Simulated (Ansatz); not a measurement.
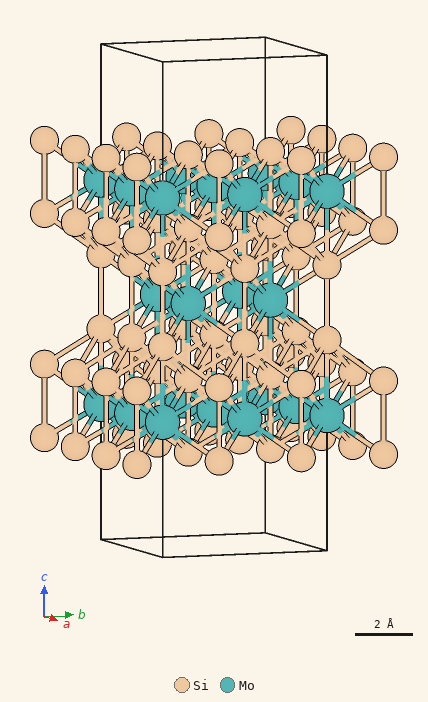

The structure as given in the input (ball-and-stick view of the 2 × 2 repeat of the cell, with the vacuum cut short, seen slightly off an axis; bonded neighbours outside the cell are drawn too). An atom can appear more than once, as a periodic image.

## Run report: MoSi2, single-point calculation

The run: single-point calculation of MoSi2 (slab, 9 atoms in the cell). Method and program: DFT PBEsol, scalar-relativistic, plane waves, PAW, no spin polarisation (Ansatz 0.2.0).

The structure derives from an entry of the Crystallography Open Database. It belongs to a series of runs on one base structure; here: the film alone at its places in the stack. Figures and captions count atoms from 1; the log counts them from 0 in places.

The input
```yaml
crystal:
  lattice:
    - [3.0806203186, 0.0, 0.0]
    - [0.0, 3.0806203186, 0.0]
    - [0.0, 0.0, 34.6053561983]
  atoms:
    - { symbol: Si, position: [0.4999935249, 0.5000065594, 0.4797711911] }
    - { symbol: Mo, position: [-6.4626e-06, 1.0000066818, 0.5166124896] }
    - { symbol: Si, position: [0.4999935578, 0.5000065959, 0.5546864898] }
    - { symbol: Si, position: [0.999993521, 6.515e-06, 0.5936104588] }
    - { symbol: Mo, position: [0.4999934706, 0.5000064969, 0.6314746613] }
    - { symbol: Si, position: [0.9999934004, 6.5463e-06, 0.6699739153] }
    - { symbol: Si, position: [0.4999933216, 0.50000658, 0.7084691003] }
    - { symbol: Mo, position: [0.9999933335, 6.5615e-06, 0.7453322416] }
    - { symbol: Si, position: [0.4999932788, 0.500006607, 0.7830182749] }
basis:
  ecutwfc: 420
kpoints:
  mp_grid: { grid: [11, 11, 1] }
hamiltonian:
  xc: pbesol
scf:
  occupations: { method: gaussian, width: 0.1 }
output:
  forces: true
  stress: true
  eigenvalues: true
efield:
  axis: 3
  dipole_correction: true
  ramp_width: 0.04
```

Machine: 4 threads of Intel Xeon @ 2.50GHz (Skylake/Cascade Lake), 32 GiB of memory available, shared host.

Launch command:
```bash
ansatz run input.yaml --threads 4 --pin off --max-ram 10240MiB --backend cpu --events-out ev --progress --plain --runs-dir out
```

What the program printed
```
Warning: the atoms were moved onto the symmetric positions of the space group found under crystal.symmetry.tolerance 1.0e-5 (fractional; no operation is sought that the atoms, as they stand in a round, miss by more than twice it, and no atom is moved by as much as it), and the run uses the moved positions. Before a round's move an operation carried an atom to 1.01e-6 Å from where it should land, the largest such distance. Atom 8 (counting from 0) moved farthest, by 2.90e-5 Å; the longest move in fractions of the cell, of whichever atom, is 0.94 of the tolerance, in 1 round. To run the atoms as typed, lower crystal.symmetry.tolerance until the operations that they miss are no longer found, or set crystal.symmetry.detect: false (a key that needs symmetry detection or time reversal refuses this as the deck is read). The positions used, in the order of the run's atom list: position: [0.5, 0.4999999999999999, 0.4797711911]; position: [5.610068616254682e-17, 0.9999999999999999, 0.5166124896]; position: [0.5, 0.5, 0.5546864898]; position: [1.0, -2.2431973542135636e-17, 0.5936104588]; position: [0.5, 0.5, 0.6314746613]; position: [1.0, -5.018754915776455e-17, 0.6699739153]; position: [0.5, 0.5, 0.7084691003]; position: [1.0, -5.018754915776455e-17, 0.7453322416]; position: [0.5, 0.5, 0.7830182749];
Engine: ansatz 0.2.0, x86_64-unknown-linux-gnu
Pseudopotentials: kind: paw
Pseudopotential: Si, paw, valence charge 4, recommended cutoff 420 eV (normal), Si.paw.azcp
Pseudopotential: Mo, paw, valence charge 14, recommended cutoff 420 eV (normal), Mo.paw.azcp
Functional definition: PBEsol
  exchange = pbesol_x
  correlation = pbesol_c
Crystal: 9 atoms, lattice volume = 328.412 Å³
Basis set: ecut = 420 eV, 6435 PW (Γ), exchange–correlation on 48×48×480 points (8 copies of the dense FFT grid, shifted against one another)
Bands: 42, of which v1, the nominal top of the filled ones, is band 33 counted from 1 (32 counted from 0)
Symmetry: 8 space group operations
Space group: P4mm (ITA 99), of the structure as read, at distance tolerance 6.9e-5 Å
k-points: 21 of 121
Non-local potential: Si, projectors of the file, l = 0: 2, l = 1: 2, l = 2: 2
Non-local potential: Mo, projectors of the file, l = 0: 3, l = 1: 2, l = 2: 2, l = 3: 1
PAW form: soft (Blöchl's): semilocal exchange-correlation on the pseudo side does not see the compensation charge
PAW frozen core: Si, regenerated for the run's functional, and the local potential with it (the file was generated under x = pbe(κ = 0.804, μ = 0.2195149727645171), c = pbe(β = 0.06672455060314922))
PAW frozen core: Mo, regenerated for the run's functional, and the local potential with it (the file was generated under x = pbe(κ = 0.804, μ = 0.2195149727645171), c = pbe(β = 0.06672455060314922))
PAW one-centre angular grid: Si, 110 points (default); XC on 64 Gauss nodes
PAW one-centre angular grid: Mo, 590 points (default); XC on 64 Gauss nodes
Initial density: superposition of atomic densities (neutral atoms: chi_scale 0, normalization atom), corrected by the library's trained network
Initial wavefunctions: pseudopotential atomic-orbital guess
Functional: x = pbesol(κ = 0.804, μ = 0.12345679012345678), c = pbesol(β = 0.046)
SCF iter   1: F=—  HF=-18423.088656 eV  |F-HF|=—  |Δ(HF+E_count)|=         —  Δρ=4.54e-3  dr2=1.10e-1  ethr=1.77e-3  p=-0.003 e·Å  D=-1.80e-3 V/Å  ΔV_dip=0.06 eV  dr2_dipole=1.30e-2  V_vac-E_F(+/−)=5.03/4.97 eV  ⟨swp⟩=11.5  Hψ=5480  notcnv=0
efield: sawtooth ramp at fractional position 0.1114 (placed from the atoms, in the widest stretch of the axis that holds none; the zero of the levels goes with the place), width 0.0400; the density the first Hamiltonian is built on has a dipole p = -0.003 e·Å; the dipole correction subtracts the counter field D = -1.80e-3 V/Å, which shifts the + side's vacuum level by +0.06 eV against the − side's; the planar-averaged density in the ramp window peaks in size at 3.9e-6 e/Å³
preconditioner: auto → LDOS  [metal: Δε(μ)=0.057 eV  Ē_g=6.940 eV  σ=0.100 eV  W_gap=0.31  n_scr=42 (ndim 8)  ℏωp=13.3 eV  f_vac=0.587  D(μ)=2.72/eV (n_scr^D=12)  β→1.0]
SCF iter   2: F=—  HF=-18423.083291 eV  |F-HF|=—  |Δ(HF+E_count)|=   5.37e-3  Δρ=1.98e-3  dr2=3.51e-2  ethr=1.66e-4  p=0.000 e·Å  D=1.13e-5 V/Å  ΔV_dip=-0.00 eV  dr2_dipole=1.96e-3  V_vac-E_F(+/−)=4.50/4.50 eV  ⟨swp⟩=2.9  Hψ=2004  notcnv=0  defer=38
SCF iter   3: F=—  HF=-18423.078463 eV  |F-HF|=—  |Δ(HF+E_count)|=   4.83e-3  Δρ=8.01e-4  dr2=7.97e-3  ethr=5.32e-5  p=-0.001 e·Å  D=-3.88e-4 V/Å  ΔV_dip=0.01 eV  dr2_dipole=1.16e-4  V_vac-E_F(+/−)=4.54/4.53 eV  ⟨swp⟩=2.7  Hψ=1536  notcnv=0  defer=38
SCF iter   4: F=—  HF=-18423.077136 eV  |F-HF|=—  |Δ(HF+E_count)|=   1.33e-3  Δρ=2.47e-4  dr2=4.34e-4  ethr=1.21e-5  p=-0.001 e·Å  D=-4.83e-4 V/Å  ΔV_dip=0.02 eV  dr2_dipole=7.32e-6  V_vac-E_F(+/−)=4.51/4.49 eV  ⟨swp⟩=2.8  Hψ=1393  notcnv=0  defer=38
SCF iter   5: F=—  HF=-18423.077073 eV  |F-HF|=—  |Δ(HF+E_count)|=   6.31e-5  Δρ=7.01e-5  dr2=3.34e-5  ethr=6.57e-7  p=-0.001 e·Å  D=-5.01e-4 V/Å  ΔV_dip=0.02 eV  dr2_dipole=6.09e-8  V_vac-E_F(+/−)=4.49/4.48 eV  ⟨swp⟩=2.8  Hψ=1685  notcnv=0  defer=38
SCF iter   6: F=—  HF=-18423.077198 eV  |F-HF|=—  |Δ(HF+E_count)|=   1.26e-4  Δρ=2.68e-5  dr2=5.69e-6  ethr=5.07e-8  p=-0.001 e·Å  D=-5.28e-4 V/Å  ΔV_dip=0.02 eV  dr2_dipole=4.36e-9  V_vac-E_F(+/−)=4.49/4.47 eV  ⟨swp⟩=2.3  Hψ=1396  notcnv=0  defer=19
SCF iter   7: F=—  HF=-18423.077201 eV  |F-HF|=—  |Δ(HF+E_count)|=   2.94e-6  Δρ=1.32e-5  dr2=3.23e-6  ethr=8.62e-9  p=-0.001 e·Å  D=-5.44e-4 V/Å  ΔV_dip=0.02 eV  dr2_dipole=1.84e-9  V_vac-E_F(+/−)=4.48/4.46 eV  ⟨swp⟩=3.0  Hψ=1618  notcnv=0  defer=19
SCF iter   8: F=-18423.077201 eV  HF=-18423.077201 eV  |F-HF|=1.92e-7  |Δ(HF+E_count)|=   5.42e-8  Δρ=2.96e-6  dr2=3.51e-8  ethr=1.52e-10  p=-0.001 e·Å  D=-5.53e-4 V/Å  ΔV_dip=0.02 eV  dr2_dipole=2.30e-10  V_vac-E_F(+/−)=4.48/4.46 eV  ⟨swp⟩=20.1  Hψ=5811  notcnv=0
SCF 1 converged in 8 iterations: F = -18423.077201 eV  dr2 = 3.51e-8
  greatest PAW one-centre occupation: 0.999 electrons in one spin orbital (limit 2), on the Mo atom at site 7 (counted from 0), in its partial waves of l = 0
SCF converged after 8 iterations
Free energy (F): -18423.077201 eV
Harris-Foulkes:  -18423.077201 eV  (|F-HF|=1.92e-7)
Internal energy: -18423.061892 eV  (E = F + TS)
E sigma→0 (E₀):  -18423.069547 eV
Entropy (-TS):   -0.015310 eV (-1.701 meV/atom)
Fermi energy:    2.954210 eV
Dipole field:    D = -0.000569 V/Å  (p = -0.001032 e·Å, saw-weighted, corrected)
Work function:   Φ+ = 4.4824 eV   Φ− = 4.4627 eV
Levels:          The Fermi level and band energies are counted from a zero that moves with the ramp; work functions are not
--- Per-component energies (eV) ---
  E_band       = -982.008476
  E_kinetic    = 1602.692161
  E_local      = -108981.604530  (includes V_loc(G=0)·N_el)
  E_nonlocal   = 590.233206
  E_hartree    = 53622.965644
  E_xc         = -891.263348
  E_vxc        = -987.270912  (∫ρ·V_xc dr)
  E_paw        = -12426.156367  (= ΣΔE_a)
  E_vpaw       = -451.963109  (= ΣTr[D̂ρ^β])
  E_aug_tail   = 0.000107  (compensation charges beyond the density's cutoff)
  E_efield     = 0.000000  (sawtooth field / dipole correction)
  E_vefield    = -0.000119  (∫n·V_field dr)
  E_ewald      = 48059.253973
  E_core_change = 0.817262  (= ΣΔE_core)
  E_smearing   = -0.015310  (= −TS)
  E_closure    = -0.000000  (closes the sum)
  Σ components = -18423.077201   (vs F -18423.077201, Δ=0.00e0)
--- Forces (eV/Å), atoms counted from 1 ---
  atom   1  Si     0.00000000     0.00000000    -0.04264676
  atom   2  Mo    -0.00000000     0.00000000     0.43020827
  atom   3  Si     0.00000000     0.00000000    -0.20631297
  atom   4  Si     0.00000000     0.00000000    -0.24087088
  atom   5  Mo    -0.00000000     0.00000000     0.03340268
  atom   6  Si    -0.00000000     0.00000000    -0.01056552
  atom   7  Si    -0.00000000     0.00000000    -0.03102135
  atom   8  Mo    -0.00000000     0.00000000     0.08450726
  atom   9  Si     0.00000000     0.00000000    -0.01671177
  max |Σ_I F_I| component: 1.10e-5 eV/Å
--- Stress (GPa, compression-positive) ---
        5.388368       0.000000       0.000000
        0.000000       5.388368       0.000000
       -0.000000       0.000000      -0.231126
  P = ⅓ Tr σ = 3.5152 GPa (35.152 kbar)
--- Band table (eV; the first three rows and the last of 21) ---
  k-point 0: bands = ["-57.3945", "-57.3886", "-57.3745", "-31.6534", "-31.6340", "-31.6207", "-31.4699", "-31.4699", "-31.4642", "-31.4642", "-31.4562", "-31.4562", "-10.5788", "-9.8466", "-7.8014", "-7.1259", "-5.3371", "-3.2906", "-2.7501", "-0.7005", "-0.5428", "-0.3822", "0.1504", "0.7602", "0.8134", "0.8134", "1.4714", "1.4714", "2.3517", "2.3517", "3.8177", "3.8402", "3.8695", "3.9334", "3.9515", "4.0277", "4.0277", "5.4497", "5.4497", "6.3354", "6.5515", "6.7868"]
  k-point 1: bands = ["-57.3921", "-57.3861", "-57.3720", "-31.6492", "-31.6303", "-31.6170", "-31.5014", "-31.4955", "-31.4879", "-31.4669", "-31.4612", "-31.4532", "-10.4417", "-9.7222", "-7.6513", "-7.0113", "-5.2421", "-3.2548", "-2.6461", "-0.8068", "-0.6133", "-0.3473", "-0.1234", "0.6625", "0.7245", "0.8922", "1.1043", "1.5204", "2.0664", "2.3980", "3.1433", "3.3150", "3.3648", "3.7731", "3.9124", "4.1161", "4.7707", "5.1119", "5.9852", "6.2724", "6.4766", "6.8918"]
  k-point 2: bands = ["-57.3855", "-57.3796", "-57.3655", "-31.6377", "-31.6202", "-31.6070", "-31.5850", "-31.5787", "-31.5720", "-31.4588", "-31.4531", "-31.4451", "-10.0379", "-9.3576", "-7.2192", "-6.6784", "-4.9891", "-3.2681", "-2.3649", "-1.4809", "-1.2258", "-0.3824", "-0.3602", "0.5090", "0.6172", "0.6710", "1.1090", "1.4785", "1.5849", "2.3516", "2.3657", "2.5784", "2.6449", "3.6093", "3.8487", "4.2166", "4.8611", "5.4951", "5.5028", "6.3674", "6.7619", "6.8825"]
  k-point 20: bands = ["-57.3352", "-57.3294", "-57.3150", "-31.7881", "-31.7870", "-31.7814", "-31.7803", "-31.7755", "-31.7744", "-31.5561", "-31.5454", "-31.5313", "-6.1421", "-6.0385", "-6.0006", "-4.2601", "-3.7588", "-3.6684", "-3.1943", "-2.3429", "-1.9763", "-1.4166", "-1.1371", "-1.0200", "-0.7621", "-0.7024", "-0.5055", "0.4240", "0.6387", "1.3237", "1.4924", "1.5905", "1.9118", "3.0682", "4.1404", "5.0581", "5.6645", "5.7437", "5.7518", "5.9511", "6.6226", "6.7559"]
```

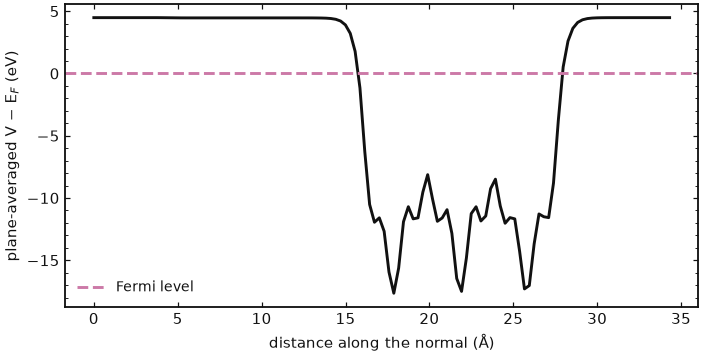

Plane average of the electrostatic potential energy of an electron across the cell, from the Fermi level. The vacuum level lies 4.48 eV above the Fermi level.

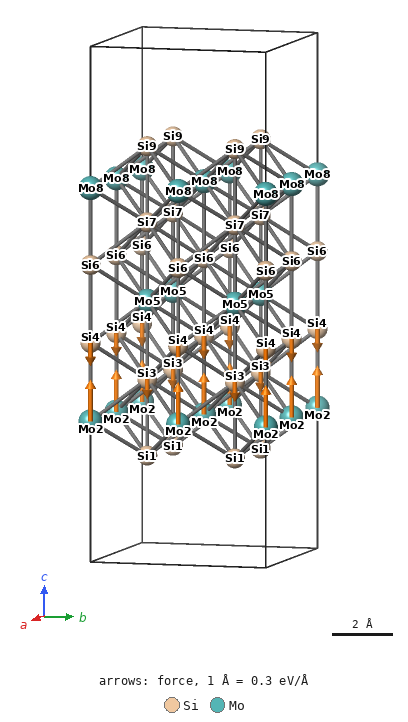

Forces on the atoms as orange arrows (ball-and-stick view of the 2 × 2 repeat of the cell, with the vacuum cut short, seen slightly off an axis; atoms are numbered from 1 in the order of the input); the smallest are left out. The largest act on Mo2 (0.43 eV/Å); Si4 (0.24 eV/Å); Si3 (0.21 eV/Å). The geometry is not a stationary point of this energy.

Key numbers

```tsv
quantity	value
outcome	converged
electrons treated	66
free energy	−18423.0772 eV
work function, top face	4.48 eV
work function, bottom face	4.46 eV
Fermi energy	2.954 eV
gap on the k-point mesh	none (metallic)
work function (upper face)	4.48 eV
largest force (length of the vector)	0.430 eV/Å
wall time	14 s (CPU time 50 s)
peak memory	0.83 GiB
```

Remarks

Warnings of the run: the structure was made exactly symmetric.
